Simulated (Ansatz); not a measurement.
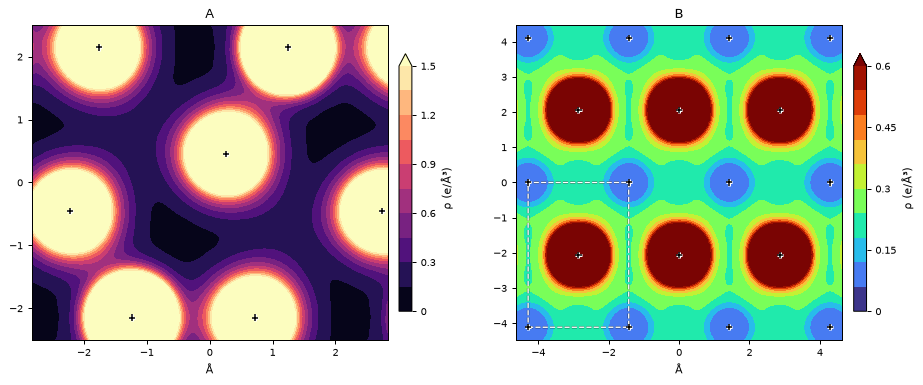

The valence pseudo-density of 2 systems, each on a plane through atoms (crosses mark nuclei in the plane).

The calculation used DFT PBEsol, scalar-relativistic, plane waves, PAW in Ansatz.

System 1: AlNi, the (101̄) plane of the conventional cell. Space group P4/mmm; a structure from a database of computed crystals, not necessarily the ambient phase; changed on purpose from its base cell (strain +0.000 along x and y, +0.030 along z, atoms carried along); computed pressure about −5 GPa in this cell; computed without spin polarisation.

```xyz
2
Lattice="2.0213 -2.0213 0.0000 2.0213 2.0213 0.0000 0.0000 0.0000 2.9555" Properties=species:S:1:pos:R:3 pbc="T T T"
Al    0.0000    0.0000    0.0000
Ni    2.0213    0.0000    1.4777
```

System 2: TiO, the (001) plane of the conventional cell. Space group P-62m; a structure from a database of computed crystals, not necessarily the ambient phase; computed without spin polarisation.

```xyz
6
Lattice="4.9584 0.0000 0.0000 -2.4792 4.2941 0.0000 0.0000 0.0000 2.8360" Properties=species:S:1:pos:R:3 pbc="T T T"
Ti    2.4792    1.4314    1.4180
Ti    0.0000    2.8628    1.4180
Ti    0.0000    0.0000    0.0000
O     1.5006    2.5992    0.0000
O     1.9571    0.0000    0.0000
O    -0.9786    1.6949    0.0000
```

Q: Which map belongs to which system?

A: Panel A is system 2, TiO: the plane holds Ti and O. Ti–O (1.96 Å): ρ at the midpoint is about 0.7 e/Å³. Panel B is system 1, AlNi: the plane holds Al and Ni. Al–Ni (2.50 Å): the density is about 0.3 e/Å³ at the midpoint.
